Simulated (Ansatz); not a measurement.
# Single-point calculation of MgO (part 1 of 2)

MgO (slab, 24 atoms in the cell), computed with DFT PBE, scalar-relativistic, plane waves, PAW, no spin polarisation (Ansatz 0.2.0).

The structure derives from an entry of the Crystallography Open Database. It belongs to a series of runs on one base structure; here: the slab at its places in the relaxed adsorbed structure. Figures and captions count atoms from 1; the log counts them from 0 in places.

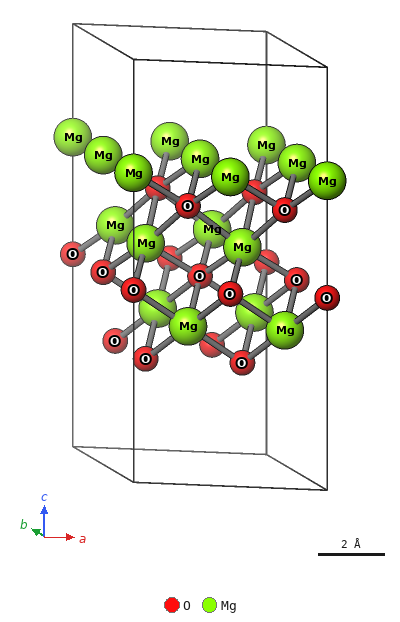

Figure 1. The structure as given in the input (ball-and-stick view of the cell of the calculation, with the vacuum cut short, seen slightly off an axis). An atom can appear more than once, as a periodic image. Near neighbours in the periodic cell (some may lie outside the picture): O has 3 Mg at 2.13 Å; Mg has 6 O at 2.06 to 2.22 Å; O has 6 Mg at 2.06 to 2.22 Å; Mg has 3 O at 2.07 Å.

**The input**
```yaml
crystal:
  lattice:
    - [6.0158464379, 0.0, 0.0]
    - [-3.007923219, 5.2098758405, 0.0]
    - [0.0, 0.0, 25.8928975599]
  atoms:
    - { symbol: O, position: [0.1666666667, 0.3333333333, 0.308965035] }
    - { symbol: O, position: [0.1666666667, 0.8333333333, 0.308965035] }
    - { symbol: O, position: [0.6666666667, 0.3333333333, 0.308965035] }
    - { symbol: O, position: [0.6666666667, 0.8333333333, 0.308965035] }
    - { symbol: Mg, position: [0.3333333333, 0.1666666667, 0.3563903766] }
    - { symbol: Mg, position: [0.3333333333, 0.6666666667, 0.3563903766] }
    - { symbol: Mg, position: [0.8333333333, 0.1666666667, 0.3563903766] }
    - { symbol: Mg, position: [0.8333333333, 0.6666666667, 0.3563903766] }
    - { symbol: O, position: [0.5, 0.5, 0.4038157182] }
    - { symbol: O, position: [0.5, 0.0, 0.4038157182] }
    - { symbol: O, position: [0.0, 0.5, 0.4038157182] }
    - { symbol: O, position: [0.0, 0.0, 0.4038157182] }
    - { symbol: Mg, position: [0.6666906467, 0.3333765035, 0.4469677377] }
    - { symbol: Mg, position: [0.6666848579, 0.8332970427, 0.4469654053] }
    - { symbol: Mg, position: [0.1666715293, 0.3333370962, 0.4469781517] }
    - { symbol: Mg, position: [0.1666194228, 0.8333034189, 0.446951624] }
    - { symbol: O, position: [0.8332054182, 0.6665477888, 0.5001753479] }
    - { symbol: O, position: [0.8333726885, 0.16662304, 0.5000471319] }
    - { symbol: O, position: [0.3333449263, 0.6664765164, 0.5001480511] }
    - { symbol: O, position: [0.3333210597, 0.1667170622, 0.5002909826] }
    - { symbol: Mg, position: [2.57232e-05, 0.4998783452, 0.5436080006] }
    - { symbol: Mg, position: [-0.0002292387, -0.0001017466, 0.5437469829] }
    - { symbol: Mg, position: [0.5000097842, 0.5000644083, 0.543882612] }
    - { symbol: Mg, position: [0.5001089269, -0.0002085714, 0.5436003935] }
basis:
  ecutwfc: 420
kpoints:
  mp_grid: { grid: [3, 3, 1] }
hamiltonian:
  xc: pbe
scf:
  occupations: { method: gaussian, width: 0.05 }
output:
  forces: true
  eigenvalues: true
  write_density: true
  volumetric_format: npy
efield:
  axis: 3
  dipole_correction: true
  ramp_width: 0.04
```

Machine: 4 threads of Intel Xeon (Granite Rapids), 32 GiB of memory available, shared host.

Launch command:
```bash
ansatz run input.yaml --threads 4 --pin off --max-ram 10240MiB --backend cpu --events-out ev --progress --plain --runs-dir out
```

**Log**
```
Engine: ansatz 0.2.0, x86_64-unknown-linux-gnu
Pseudopotentials: kind: paw
Pseudopotential: O, paw, valence charge 6, recommended cutoff 420 eV (normal), O.paw.azcp
Pseudopotential: Mg, paw, valence charge 10, recommended cutoff 420 eV (normal), Mg.paw.azcp
Functional definition: PBE
  parameter kappa = 0.804
  parameter beta = 0.06672455060314922
  exchange = pbe_x(kappa = kappa, mu = beta*pi^2/3)
  correlation = pbe_c(beta = beta)
Crystal: 24 atoms, lattice volume = 811.530 Å³
Basis set: ecut = 420 eV, 15801 PW (Γ), exchange–correlation on 90×90×360 points (8 copies of the dense FFT grid, shifted against one another)
Bands: 120, of which v1, the nominal top of the filled ones, is band 96 counted from 1 (95 counted from 0)
Symmetry: 1 space group operations
Space group: P1 (ITA 1), of the structure as read, at distance tolerance 9.3e-5 Å
k-points: 5 of 9 (time reversal used)
Non-local potential: O, projectors of the file, l = 0: 2, l = 1: 2, l = 2: 1
Non-local potential: Mg, projectors of the file, l = 0: 3, l = 1: 2, l = 2: 1
PAW form: soft (Blöchl's): semilocal exchange-correlation on the pseudo side does not see the compensation charge
PAW one-centre angular grid: O, 110 points (default); XC on 64 Gauss nodes
PAW one-centre angular grid: Mg, 110 points (default); XC on 64 Gauss nodes
Initial density: superposition of atomic densities (neutral atoms: chi_scale 0, normalization atom), corrected by the library's trained network
Initial wavefunctions: pseudopotential atomic-orbital guess
Functional: x = pbe(κ = 0.804, μ = 0.2195149727645171), c = pbe(β = 0.06672455060314922)
SCF iter   1: F=—  HF=-29909.119075 eV  |F-HF|=—  |Δ(HF+E_count)|=         —  Δρ=2.06e-2  dr2=4.36e1  ethr=1.77e-3  p=0.772 e·Å  D=1.72e-1 V/Å  ΔV_dip=-4.46 eV  dr2_dipole=1.70e1  V_vac-E_F(+/−)=5.09/9.54 eV  ⟨swp⟩=10.6  Hψ=3091  notcnv=0  defer=59
efield: sawtooth ramp at fractional position 0.9064 (placed from the atoms, in the widest stretch of the axis that holds none; the zero of the levels goes with the place), width 0.0400; the density the first Hamiltonian is built on has a dipole p = 0.772 e·Å; the dipole correction subtracts the counter field D = 1.72e-1 V/Å, which shifts the + side's vacuum level by -4.46 eV against the − side's; the planar-averaged density in the ramp window peaks in size at 2.5e-6 e/Å³
preconditioner: auto → LDOS  [insulator: Δε(μ)=0.248 eV  Ē_g=12.755 eV  σ=0.050 eV  W_gap=0.83  n_scr=136 (ndim 8)  ℏωp=12.8 eV  f_vac=0.634  D(μ)=9.42/eV (n_scr^D=52)  ε∞_Penn≈2.0  β→1.0]
SCF iter   2: F=—  HF=-30078.097136 eV  |F-HF|=—  |Δ(HF+E_count)|=    1.69e2  Δρ=2.07e-1  dr2=6.24e3  ethr=1.77e-3  p=3.371 e·Å  D=7.52e-1 V/Å  ΔV_dip=-19.46 eV  dr2_dipole=4.36e3  V_vac-E_F(+/−)=-3.41/16.05 eV  ⟨swp⟩=10.6  Hψ=1973  notcnv=0  defer=84  recentre
SCF iter   3: F=—  HF=-29908.208279 eV  |F-HF|=—  |Δ(HF+E_count)|=    1.70e2  Δρ=3.45e-3  dr2=2.59e0  ethr=1.77e-3  p=0.882 e·Å  D=1.97e-1 V/Å  ΔV_dip=-5.09 eV  dr2_dipole=9.68e-1  V_vac-E_F(+/−)=4.65/9.74 eV  ⟨swp⟩=4.8  Hψ=1286  notcnv=0  defer=100
SCF iter   4: F=—  HF=-29908.153171 eV  |F-HF|=—  |Δ(HF+E_count)|=   5.51e-2  Δρ=6.41e-3  dr2=7.06e-1  ethr=1.35e-3  p=0.750 e·Å  D=1.67e-1 V/Å  ΔV_dip=-4.33 eV  dr2_dipole=7.17e-2  V_vac-E_F(+/−)=5.48/9.82 eV  ⟨swp⟩=2.6  Hψ=748  notcnv=0  defer=85
SCF iter   5: F=—  HF=-29908.208397 eV  |F-HF|=—  |Δ(HF+E_count)|=   5.52e-2  Δρ=3.30e-3  dr2=2.32e0  ethr=3.68e-4  p=0.577 e·Å  D=1.29e-1 V/Å  ΔV_dip=-3.33 eV  dr2_dipole=1.28e0  V_vac-E_F(+/−)=6.51/9.85 eV  ⟨swp⟩=2.2  Hψ=808  notcnv=0  defer=85  recentre
SCF iter   6: F=—  HF=-29908.140241 eV  |F-HF|=—  |Δ(HF+E_count)|=   6.82e-2  Δρ=1.89e-3  dr2=5.00e-1  ethr=3.68e-4  p=0.651 e·Å  D=1.45e-1 V/Å  ΔV_dip=-3.76 eV  dr2_dipole=3.16e-1  V_vac-E_F(+/−)=6.08/9.85 eV  ⟨swp⟩=2.0  Hψ=525  notcnv=0  defer=85
SCF iter   7: F=—  HF=-29908.303337 eV  |F-HF|=—  |Δ(HF+E_count)|=   1.63e-1  Δρ=1.35e-2  dr2=1.10e1  ethr=2.60e-4  p=0.678 e·Å  D=1.51e-1 V/Å  ΔV_dip=-3.92 eV  dr2_dipole=3.40e0  V_vac-E_F(+/−)=6.02/9.95 eV  ⟨swp⟩=2.6  Hψ=595  notcnv=0  defer=85  recentre
SCF iter   8: F=—  HF=-29908.122895 eV  |F-HF|=—  |Δ(HF+E_count)|=   1.80e-1  Δρ=1.41e-3  dr2=7.09e-2  ethr=2.60e-4  p=0.629 e·Å  D=1.40e-1 V/Å  ΔV_dip=-3.63 eV  dr2_dipole=4.57e-2  V_vac-E_F(+/−)=6.31/9.95 eV  ⟨swp⟩=2.0  Hψ=714  notcnv=0  defer=85
SCF iter   9: F=—  HF=-29908.123113 eV  |F-HF|=—  |Δ(HF+E_count)|=   2.18e-4  Δρ=4.54e-3  dr2=1.29e0  ethr=3.69e-5  p=0.658 e·Å  D=1.47e-1 V/Å  ΔV_dip=-3.80 eV  dr2_dipole=2.66e-1  V_vac-E_F(+/−)=6.20/10.01 eV  ⟨swp⟩=2.0  Hψ=603  notcnv=0  defer=85  recentre
SCF iter  10: F=—  HF=-29908.110972 eV  |F-HF|=—  |Δ(HF+E_count)|=   1.21e-2  Δρ=4.39e-3  dr2=1.16e0  ethr=3.69e-5  p=0.709 e·Å  D=1.58e-1 V/Å  ΔV_dip=-4.09 eV  dr2_dipole=2.61e-1  V_vac-E_F(+/−)=5.89/9.99 eV  ⟨swp⟩=2.2  Hψ=607  notcnv=0  defer=85
SCF iter  11: F=—  HF=-29908.094010 eV  |F-HF|=—  |Δ(HF+E_count)|=   1.70e-2  Δρ=1.16e-3  dr2=1.65e-1  ethr=3.69e-5  p=0.778 e·Å  D=1.73e-1 V/Å  ΔV_dip=-4.49 eV  dr2_dipole=1.13e-1  V_vac-E_F(+/−)=5.49/9.99 eV  ⟨swp⟩=2.8  Hψ=599  notcnv=0  defer=85
SCF iter  12: F=—  HF=-29908.096121 eV  |F-HF|=—  |Δ(HF+E_count)|=   2.11e-3  Δρ=3.44e-3  dr2=1.13e0  ethr=3.69e-5  p=0.846 e·Å  D=1.89e-1 V/Å  ΔV_dip=-4.89 eV  dr2_dipole=5.08e-1  V_vac-E_F(+/−)=5.10/9.99 eV  ⟨swp⟩=2.4  Hψ=609  notcnv=0  defer=85  recentre
SCF iter  13: F=—  HF=-29908.089335 eV  |F-HF|=—  |Δ(HF+E_count)|=   6.79e-3  Δρ=1.66e-3  dr2=2.83e-1  ethr=3.69e-5  p=0.838 e·Å  D=1.87e-1 V/Å  ΔV_dip=-4.84 eV  dr2_dipole=1.51e-1  V_vac-E_F(+/−)=5.17/10.01 eV  ⟨swp⟩=2.0  Hψ=663  notcnv=0  defer=88
SCF iter  14: F=—  HF=-29908.085074 eV  |F-HF|=—  |Δ(HF+E_count)|=   4.26e-3  Δρ=2.37e-4  dr2=2.08e-3  ethr=3.69e-5  p=0.943 e·Å  D=2.10e-1 V/Å  ΔV_dip=-5.45 eV  dr2_dipole=4.68e-4  V_vac-E_F(+/−)=4.59/10.03 eV  ⟨swp⟩=2.6  Hψ=608  notcnv=0  defer=88
SCF iter  15: F=—  HF=-29908.085287 eV  |F-HF|=—  |Δ(HF+E_count)|=   2.13e-4  Δρ=9.29e-5  dr2=1.01e-4  ethr=1.09e-6  p=0.952 e·Å  D=2.12e-1 V/Å  ΔV_dip=-5.50 eV  dr2_dipole=1.23e-5  V_vac-E_F(+/−)=4.53/10.03 eV  ⟨swp⟩=2.8  Hψ=715  notcnv=0  defer=88
SCF iter  16: F=—  HF=-29908.085319 eV  |F-HF|=—  |Δ(HF+E_count)|=   3.17e-5  Δρ=1.83e-4  dr2=2.02e-3  ethr=5.24e-8  p=0.954 e·Å  D=2.13e-1 V/Å  ΔV_dip=-5.51 eV  dr2_dipole=7.81e-4  V_vac-E_F(+/−)=4.53/10.03 eV  ⟨swp⟩=3.0  Hψ=808  notcnv=0  defer=88
SCF iter  17: F=—  HF=-29908.085315 eV  |F-HF|=—  |Δ(HF+E_count)|=   3.23e-6  Δρ=3.35e-5  dr2=2.50e-5  ethr=5.24e-8  p=0.953 e·Å  D=2.13e-1 V/Å  ΔV_dip=-5.50 eV  dr2_dipole=6.93e-6  V_vac-E_F(+/−)=4.53/10.03 eV  ⟨swp⟩=2.0  Hψ=632  notcnv=0  defer=88
SCF iter  18: F=—  HF=-29908.085443 eV  |F-HF|=—  |Δ(HF+E_count)|=   1.28e-4  Δρ=1.80e-5  dr2=3.39e-6  ethr=1.30e-8  p=0.953 e·Å  D=2.13e-1 V/Å  ΔV_dip=-5.50 eV  dr2_dipole=5.24e-7  V_vac-E_F(+/−)=4.53/10.03 eV  ⟨swp⟩=1.4  Hψ=625  notcnv=0  defer=88
SCF iter  19: F=—  HF=-29908.085445 eV  |F-HF|=—  |Δ(HF+E_count)|=   1.56e-6  Δρ=2.02e-5  dr2=1.58e-5  ethr=1.77e-9  p=0.953 e·Å  D=2.13e-1 V/Å  ΔV_dip=-5.50 eV  dr2_dipole=6.04e-6  V_vac-E_F(+/−)=4.53/10.03 eV  ⟨swp⟩=2.2  Hψ=713  notcnv=0  defer=88  recentre
SCF iter  20: F=-29908.085446 eV  HF=-29908.085446 eV  |F-HF|=5.67e-7  |Δ(HF+E_count)|=   9.72e-7  Δρ=2.77e-6  dr2=4.51e-8  ethr=5.21e-11  p=0.953 e·Å  D=2.13e-1 V/Å  ΔV_dip=-5.50 eV  dr2_dipole=1.86e-9  V_vac-E_F(+/−)=4.53/10.03 eV  ⟨swp⟩=23.8  Hψ=4320  notcnv=0
SCF 1 converged in 20 iterations: F = -29908.085446 eV  dr2 = 4.51e-8
  greatest PAW one-centre occupation: 1.000 electrons in one spin orbital (limit 2), on the Mg atom at site 13 (counted from 0), in its partial waves of l = 0
```

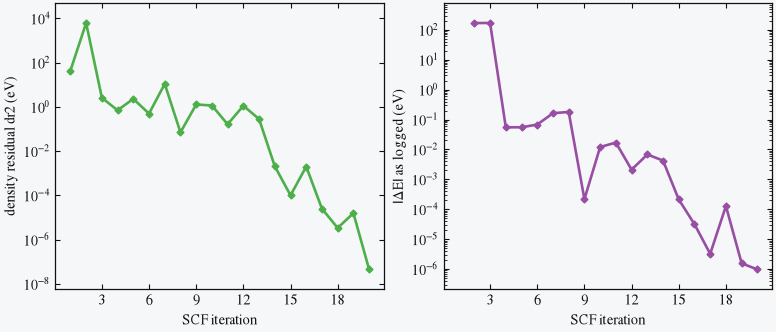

Figure 2. Convergence of the self-consistent field: density residual dr2 and size of the energy change against the SCF iteration. The residual falls unevenly and jumps up by a factor of two or more 7 times on the way down.

```
SCF converged after 20 iterations
Free energy (F): -29908.085446 eV
Harris-Foulkes:  -29908.085446 eV  (|F-HF|=5.67e-7)
Internal energy: -29908.051437 eV  (E = F + TS)
E sigma→0 (E₀):  -29908.068442 eV
Entropy (-TS):   -0.034009 eV (-1.417 meV/atom)
Fermi energy:    -2.331288 eV
Dipole field:    D = 0.212498 V/Å  (p = 0.953010 e·Å, saw-weighted, corrected)
Work function:   Φ+ = 4.5286 eV   Φ− = 10.0308 eV
Levels:          The Fermi level and band energies are counted from a zero that moves with the ramp; work functions are not
--- Per-component energies (eV) ---
  E_band       = -5898.758859
  E_kinetic    = 3026.988221
  E_local      = -257185.116206  (includes V_loc(G=0)·N_el)
  E_nonlocal   = 1718.133042
  E_hartree    = 124444.755943
  E_xc         = -1243.860613
  E_vxc        = -1592.480595  (∫ρ·V_xc dr)
  E_paw        = -5397.444115  (= ΣΔE_a)
  E_vpaw       = -749.850963  (= ΣTr[D̂ρ^β])
  E_aug_tail   = 0.028913  (compensation charges beyond the density's cutoff)
  E_efield     = 0.101256  (sawtooth field / dipole correction)
  E_vefield    = -5.959694  (∫n·V_field dr)
  E_ewald      = 104728.362122
  E_smearing   = -0.034009  (= −TS)
  E_closure    = 0.000000  (closes the sum)
  Σ components = -29908.085446   (vs F -29908.085446, Δ=0.00e0)
--- Forces (eV/Å), atoms counted from 1 ---
  atom   1  O     -0.00004261    -0.00005491     1.48561264
  atom   2  O     -0.00000951     0.00001166     1.48545434
  atom   3  O      0.00004668    -0.00004340     1.48564319
  atom   4  O      0.00001226     0.00006096     1.48618878
  atom   5  Mg    -0.00007650     0.00042632    -2.86346105
  atom   6  Mg    -0.00008006    -0.00052136    -2.86323016
  atom   7  Mg     0.00009471     0.00049607    -2.86258771
  atom   8  Mg     0.00008908    -0.00044862    -2.86441327
  atom   9  O      0.00051498    -0.00287106     1.37782694
  atom  10  O     -0.00404370    -0.00002806     1.37960990
  atom  11  O     -0.00026515     0.00205664     1.37572936
  atom  12  O      0.00421385    -0.00036946     1.37760369
  atom  13  Mg    -0.00282706    -0.00033504     0.00303353
  atom  14  Mg     0.00035405    -0.00184808     0.00206622
  atom  15  Mg     0.00297105    -0.00084503     0.00240655
  atom  16  Mg    -0.00025959     0.00145808     0.00395663
  atom  17  O      0.00328422     0.00320311     0.00061173
  atom  18  O     -0.00167323    -0.00159189     0.01073341
  atom  19  O     -0.00322863     0.00499670    -0.00153268
  atom  20  O      0.00186282    -0.00544045    -0.01254442
  atom  21  Mg    -0.00390198    -0.00089429     0.00548138
  atom  22  Mg     0.00480050     0.00101249    -0.00590918
  atom  23  Mg     0.00299137    -0.00442041    -0.01592118
  atom  24  Mg    -0.00482655     0.00599089     0.00768749
  max |Σ_I F_I| component: 4.61e-5 eV/Å
--- Band table (eV; the first three rows and the last of 5) ---
```
